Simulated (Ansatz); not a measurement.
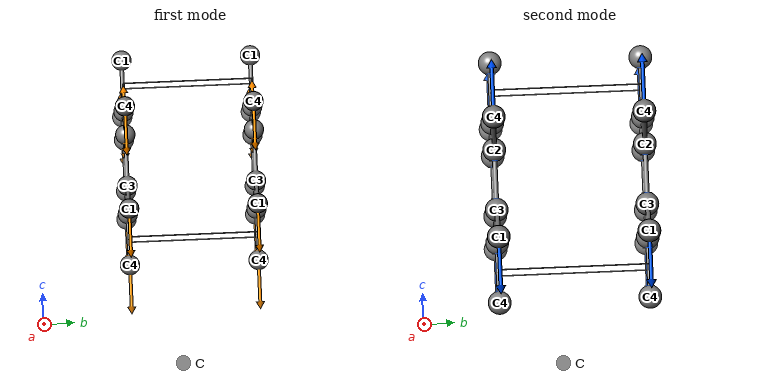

The system is C (P6/mmm, No. 191; 4 atoms in the cell); the picture shows the reference structure; its two panels give the patterns of the first and the second mode as arrows. The energy is mapped over two normal modes frozen in (zone-centre modes of the 4-atom cell of this scan, which folds in the wave vector (0, 1/2, 0) of the primitive cell). First axis: amplitude of mode 8 (1332 cm⁻¹), largest displacement. Second axis: amplitude of mode 12 (1568 cm⁻¹), largest displacement. Nothing is relaxed (the cell and all other modes fixed). Grid: 11 × 11 points; 66 points were computed and 55 follow by symmetry. Points are written as (first, second). Energies are in eV per cell, from the lowest grid point. The calculation used DFT PBE+D3(BJ), scalar-relativistic, plane waves, PAW (Ansatz 0.2.0). Settings: cutoff 520 eV, k-mesh 18×12×10 in the order of the run's cell vectors, gaussian smearing 0.15 eV, no spin polarisation.

Its coordinates:

```xyz
4
Lattice="-2.4647 0.0000 0.0000 0.0000 0.0000 -3.5720 0.0000 -4.2689 0.0000" Properties=species:S:1:pos:R:3 pbc="T T T"
C    -1.2323   -0.7115    0.0000
C     0.0000   -2.8459    0.0000
C     0.0000   -1.4230    0.0000
C    -1.2323   -3.5574    0.0000
```

Range: amplitude of mode 8 (1332 cm⁻¹), largest displacement from −0.060 to 0.060 Å; amplitude of mode 12 (1568 cm⁻¹), largest displacement from −0.060 to 0.060 Å.

Q: What landscape does the calculation give?

A: The lowest grid point is at (0.000 Å, 0.000 Å). No other kind of well shows on this grid. The highest grid point, (−0.060 Å, 0.060 Å), lies 1.35 eV above the lowest.

| second ↓, first → | −0.060 | −0.048 | −0.036 | −0.024 | −0.012 | 0.000 | 0.012 | 0.024 | 0.036 | 0.048 | 0.060 |
| --- | --- | --- | --- | --- | --- | --- | --- | --- | --- | --- | --- |
| 0.060 | 1.35 | 1.17 | 1.03 | 0.93 | 0.87 | 0.85 | 0.87 | 0.93 | 1.03 | 1.17 | 1.35 |
| 0.048 | 1.05 | 0.87 | 0.72 | 0.62 | 0.55 | 0.53 | 0.55 | 0.62 | 0.72 | 0.87 | 1.05 |
| 0.036 | 0.83 | 0.64 | 0.49 | 0.38 | 0.32 | 0.30 | 0.32 | 0.38 | 0.49 | 0.64 | 0.83 |
| 0.024 | 0.68 | 0.48 | 0.33 | 0.22 | 0.15 | 0.13 | 0.15 | 0.22 | 0.33 | 0.48 | 0.68 |
| 0.012 | 0.59 | 0.39 | 0.23 | 0.12 | 0.05 | 0.03 | 0.05 | 0.12 | 0.23 | 0.39 | 0.59 |
| 0.000 | 0.57 | 0.36 | 0.21 | 0.09 | 0.02 | 0.00 | 0.02 | 0.09 | 0.21 | 0.36 | 0.57 |
| −0.012 | 0.60 | 0.40 | 0.24 | 0.12 | 0.05 | 0.03 | 0.05 | 0.12 | 0.24 | 0.40 | 0.60 |
| −0.024 | 0.70 | 0.49 | 0.33 | 0.21 | 0.14 | 0.12 | 0.14 | 0.21 | 0.33 | 0.49 | 0.70 |
| −0.036 | 0.84 | 0.63 | 0.47 | 0.36 | 0.29 | 0.26 | 0.29 | 0.36 | 0.47 | 0.63 | 0.84 |
| −0.048 | 1.03 | 0.83 | 0.66 | 0.55 | 0.48 | 0.46 | 0.48 | 0.55 | 0.66 | 0.83 | 1.03 |
| −0.060 | 1.26 | 1.06 | 0.90 | 0.79 | 0.72 | 0.70 | 0.72 | 0.79 | 0.90 | 1.06 | 1.26 |

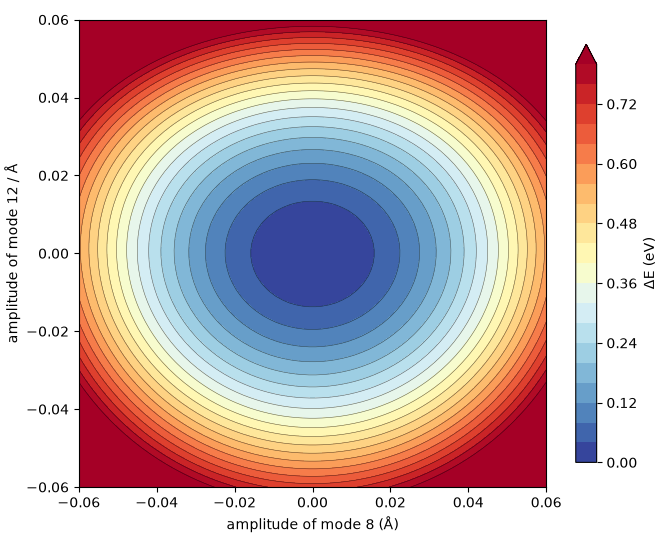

The picture shows filled contours, one colour for all values above the top of the scale. Between grid points the surface is interpolated.

Each point was launched as `ansatz run input.yaml --threads 2 --pin off --max-ram 4096MiB --backend cpu --events-out ev --progress --plain --runs-dir out`. Time for the 66 points that were run: 9.7 min on 2 threads of Arm Neoverse V1, on a shared host.

PAW datasets: the set soft_1.
